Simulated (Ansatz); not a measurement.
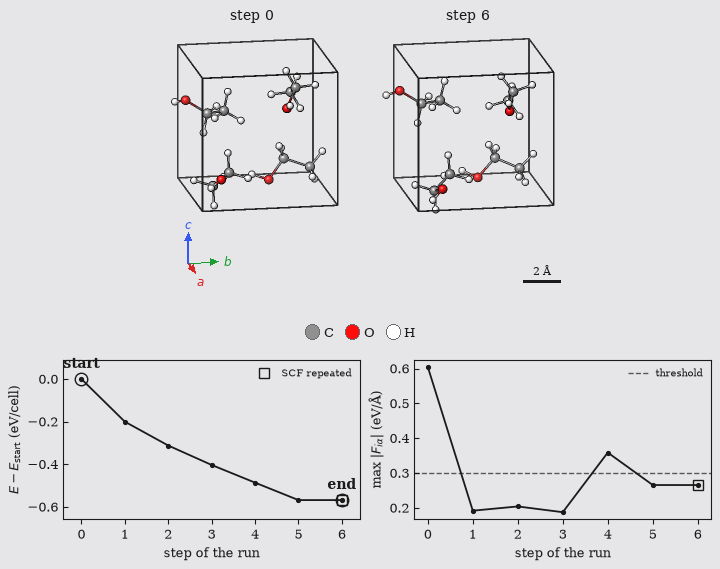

First and last geometry of a relaxation of an amorphous cell of composition H₆C₂O, with the history of the run. Style: ball-and-stick. Shown: the cell of the calculation, slightly off an axis.

The cell holds 4 CH3CH2OH. The run prepares the start of a later molecular dynamics calculation, from a guessed geometry.

Level of theory: DFT r2SCAN-D3(BJ), scalar-relativistic, plane waves, PAW (Ansatz 0.2.0). (plane-wave cutoff 500 eV; k-point mesh 1 × 1 × 1; occupations fermi dirac; smearing width 0.02 eV; no spin polarisation; atoms relaxed in a fixed cell; force threshold 0.3 eV/Å; at most 15 steps)

**Read the history and describe the run.**

It converged. The largest moves, 0.74 Å, are those of H atoms. By element the largest moves are H 0.74 Å, O 0.60 Å, C 0.58 Å. The cell doesn't change. Among the contacts that change: C–O 1.427 → 1.437 Å, H–O 0.971 → 0.963 Å. Bond angles that change, for instance: C–O–H 107.7° → 110.8°, C–O–H 107.7° → 104.9°, C–C–O 107.1° → 109.3°. Over 5 accepted moves (6 points after the start) the energy falls by 0.568 eV per cell of the calculation. The largest force component goes from 0.6 to 0.27 eV/Å. 1 step only repeated the SCF at the same geometry. Cost: 3.3 min on 1 thread of Intel(R) Xeon(R) Platinum 8488C (Sapphire Rapids), with other jobs on the host, peak memory 1.4 GiB.

Limits of the set-up: the periodic images lie only 7.5 Å apart, so the values are limited by the cell's size.
